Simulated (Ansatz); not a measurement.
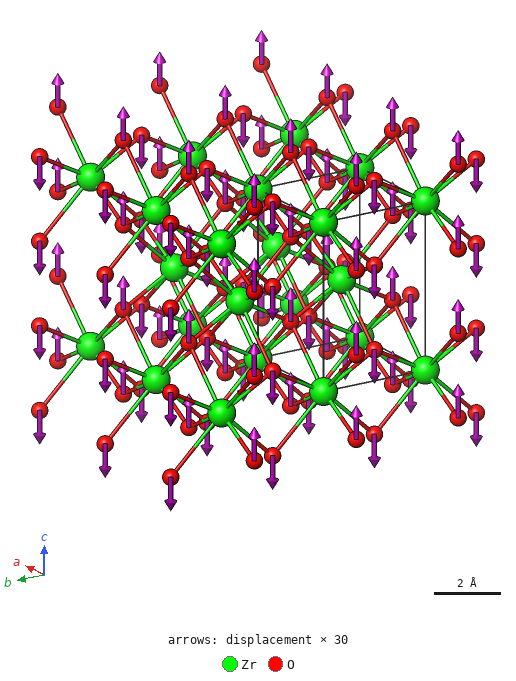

This is a relaxation of solid ZrO₂ (built on the ZrO2-type type). The starting structure is drawn; purple arrows show the displacements (the part carried along by the change of the cell is left out), 30 times their true length.

Style: ball-and-stick. Shown: the cell of the calculation, repeated 2 × 2 × 1 with one cell outlined, from a free direction.

Case: volume × 1.070.

Method: DFT PBE, scalar-relativistic, plane waves, PAW in Ansatz 0.2.0. Settings: plane-wave cutoff 420 eV; k-point mesh 8 × 8 × 6; occupations gaussian; smearing width 0.05 eV; no spin polarisation; cell relaxed at fixed volume; force threshold 0.01 eV/Å; at most 40 steps.

### What happened in the run?

The largest moves relative to the cell, 0.037 Å, are those of O atoms. Zr stays in place. The drawn cell changes at constant volume: a = b 3.688 → 3.673 Å (−0.4 %), c 5.450 → 5.492 Å (+0.8 %). Near-neighbour distances that change, for instance: O–Zr 2.524 → 2.554 Å, O–Zr 2.098 → 2.078 Å. The space group stays P4_2/nmc (No. 137). Over 3 accepted moves (4 points after the start) the energy falls by 2.6 meV per atom. Largest force component: 0.17 eV/Å at the start, 0.0025 eV/Å at the end. Pressure: −10.72 GPa at the start and −8.41 GPa at the end. The SCF was repeated once at an unchanged geometry on a basis and grid sized afresh for the cell, which shifted the energy by less than 0.05 meV per atom at most. Cost: 10 s on 4 threads of Arm Neoverse V2, on a shared host, peak memory 0.41 GiB.
